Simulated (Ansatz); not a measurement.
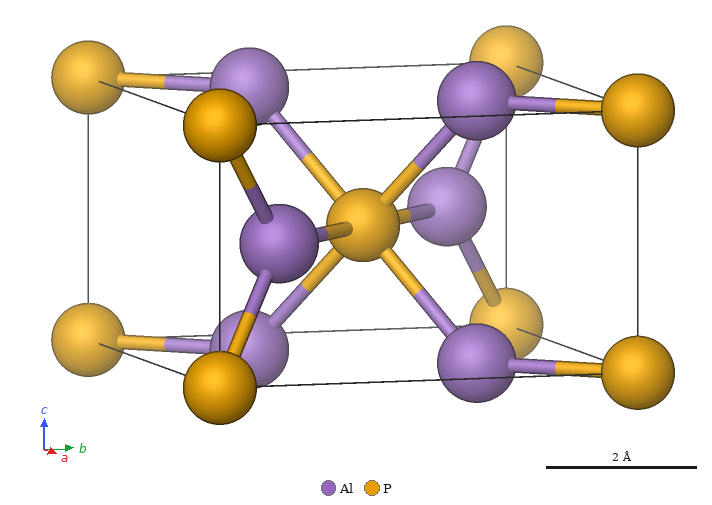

This ball-and-stick model is shown slightly off an axis. Thin lines show the conventional unit cell, with boundary atoms drawn in all their periodic places. Cell: a = 5.88 Å, b = 5.88 Å, c = 3.55 Å, α = 90.00°, β = 90.00°, γ = 90.00°.

Provenance: a structure type filled with these elements by a generator (whether the compound takes this form wasn't checked). Earlier steps of the study may have refined or changed the cell and positions. It went into a calculation with Ansatz.

Q: Describe the crystal.

A: The compound is Al2P. The structure has P4_2/mnm (No. 136) symmetry and a primitive tetragonal lattice. In the cell are 4 Al, 2 P, which makes 2 formula units. Every Al atom has three P at about 2.4 Å as neighbours. P bonds to six Al in an octahedral arrangement at about 2.4 Å. The bonds build a three-dimensional framework.

Electronic-structure method: DFT PBE, scalar-relativistic, plane waves, PAW (Ansatz 0.2.0). Parameters: E_cut = 420 eV, a 6×6×12 k-point grid, Gaussian smearing of 0.1 eV, no spin polarisation.

Q: How large a gap does the method give, if there is one?

A: A metal: bands cross the Fermi level.

Q: State the Bader charges by element.

A: Al +1.28 e; P -2.56 e.

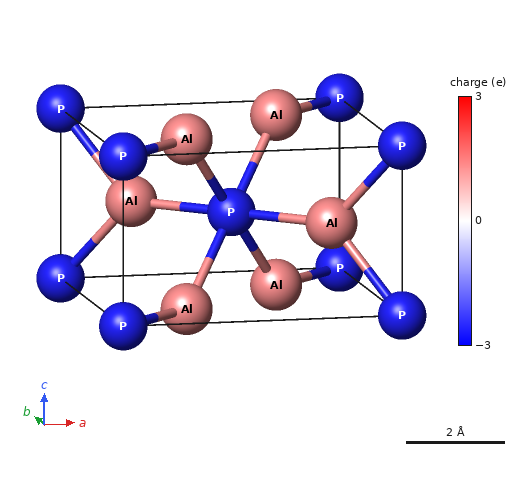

The atoms coloured by those charges. The run's cell of 6 atoms is drawn.

Q: Has the structure come to rest?

A: Yes. All forces vanish to within 0.01 eV/Å. The pressure is 0.0 GPa, close to zero.
